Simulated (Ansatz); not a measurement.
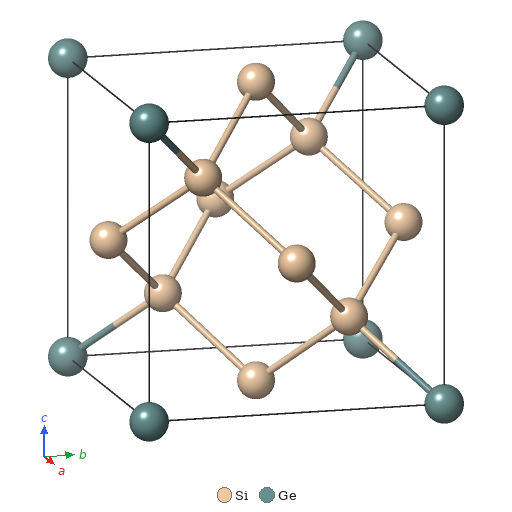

System: Si₇Ge, space group P-43m (No. 215). The picture shows the cell.

Input of the run:
```
crystal:
  lattice:
    - [5.4591768191, 0.0, 0.0]
    - [0.0, 5.4591768191, 0.0]
    - [0.0, 0.0, 5.4591768191]
  atoms:
    - { symbol: Si, position: [0.2525976816, 0.2525976816, 0.2525976816] }
    - { symbol: Si, position: [0.0, 0.5, 0.5] }
    - { symbol: Si, position: [0.5, 0.5, 0.0] }
    - { symbol: Si, position: [0.5, 0.0, 0.5] }
    - { symbol: Si, position: [0.7474023184, 0.2525976816, 0.7474023184] }
    - { symbol: Si, position: [0.7474023184, 0.7474023184, 0.2525976816] }
    - { symbol: Si, position: [0.2525976816, 0.7474023184, 0.7474023184] }
    - { symbol: Ge, position: [0.0, 0.0, 0.0] }
basis:
  ecutwfc: 420
kpoints:
  mp_grid: { grid: [8, 8, 8] }
hamiltonian:
  xc: pbesol
scf:
  occupations: { method: fixed }
output:
  forces: true
  stress: true
  eigenvalues: true
  polarization: {}
elastic:
  mode: clamped_ion
  stencil: two_point
```

Launched with:
```bash
ansatz run input.yaml --threads 4 --pin off --max-ram 12288MiB --backend cpu --events-out ev --progress --plain --runs-dir out
```

Calculation (Ansatz 0.2.0): elastic stress-strain coefficients at zero temperature from small strains of the given cell, Voigt order xx yy zz yz xz xy, Cartesian axes of the cell vectors; plane waves with PAW datasets, Γ-centred k mesh. Level: PBEsol, no spin polarisation.

wave cutoff 420 eV; k mesh 8×8×8; occupations fixed; ions clamped; strain amplitude 0.002.

What does the calculation give for the Young's modulus as a function of direction in the xy, xz and yz planes?

Over all directions E runs from 118 to 220 GPa, a ratio of 1.87. E is 118 GPa along x, y and z alike, and 220 GPa along the body diagonal x + y + z. The Hill averages are K = 91 GPa and G = 73 GPa with the ions clamped, Poisson's ratio 0.18; K/G = 1.24.

Stiffness matrix C (GPa), Voigt order:
|  | xx | yy | zz | yz | xz | xy |
| --- | --- | --- | --- | --- | --- | --- |
| xx | 151.8 | 60.0 | 60.0 | 0.0 | 0.0 | 0.0 |
| yy | 60.0 | 151.8 | 60.0 | 0.0 | 0.0 | 0.0 |
| zz | 60.0 | 60.0 | 151.8 | 0.0 | 0.0 | 0.0 |
| yz | 0.0 | 0.0 | 0.0 | 100.6 | 0.0 | 0.0 |
| xz | 0.0 | 0.0 | 0.0 | 0.0 | 100.6 | 0.0 |
| xy | 0.0 | 0.0 | 0.0 | 0.0 | 0.0 | 100.6 |

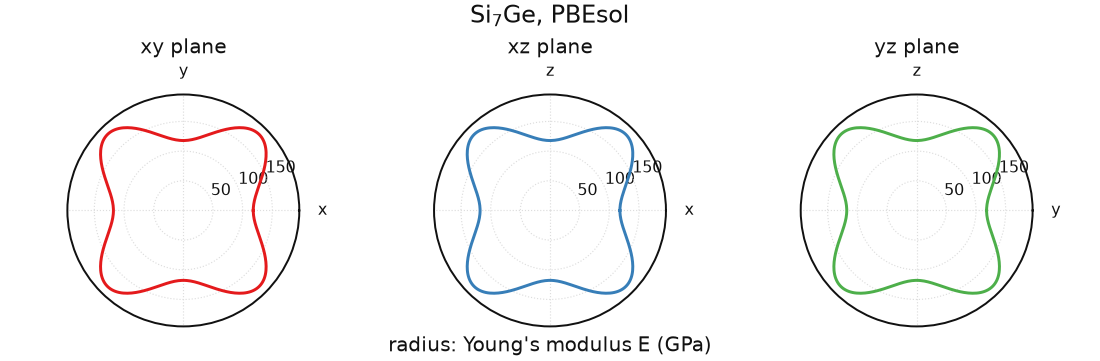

Limits of the calculation: a crossing between the sampled k points may be missed.
